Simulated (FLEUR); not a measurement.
System: Si, space group P6/mmm (No. 191).

Starting cell:
```
CELL_PARAMETERS angstrom
2.62054 0.00000 0.00000
-1.31027 2.26946 0.00000
0.00000 0.00000 2.46635
ATOMIC_POSITIONS crystal
Si 0.00000 0.00000 0.00000
```

Computed with FLEUR MaX-R8.1 (later development tree): all-electron LAPW DFT, no spin polarisation; energies at scaled volumes of the given cell, shape and fractions fixed, counted from the fit's minimum, third-order Birch-Murnaghan fit. Level: r2SCAN.

k mesh 12×12×11; occupations Fermi–Dirac; smearing width 0.05 eV; potentials all electron; program settings basis FLAPW, kmax 4.64 1/bohr.

What does the calculation give for the energy against volume? The volume takes the values 13.79, 14.08, 14.67, 15.25, 15.55 Å³/atom.

A third-order Birch–Murnaghan fit gives V0 = 14.91 Å³/atom, B0 = 114 GPa and B′ = 4.5. The energy is 34.65 meV/atom at volume 13.79 Å³/atom and 8.91 meV/atom at 15.55 Å³/atom; the lowest computed point is at volume 14.67 Å³/atom (1.46 meV/atom), and no other minimum shows.

| volume (Å³/atom) | energy (meV/atom) |
| --- | --- |
| 13.79 | 34.65 |
| 14.08 | 18.20 |
| 14.67 | 1.46 |
| 15.25 | 2.67 |
| 15.55 | 8.91 |

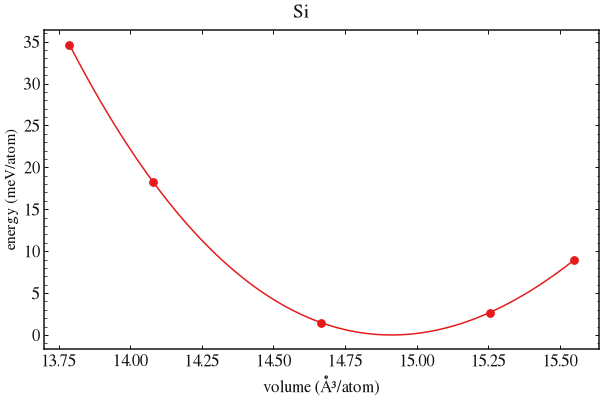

Note: shape and atomic fractions are frozen while scaling, which makes layered, chain and framework solids too stiff.
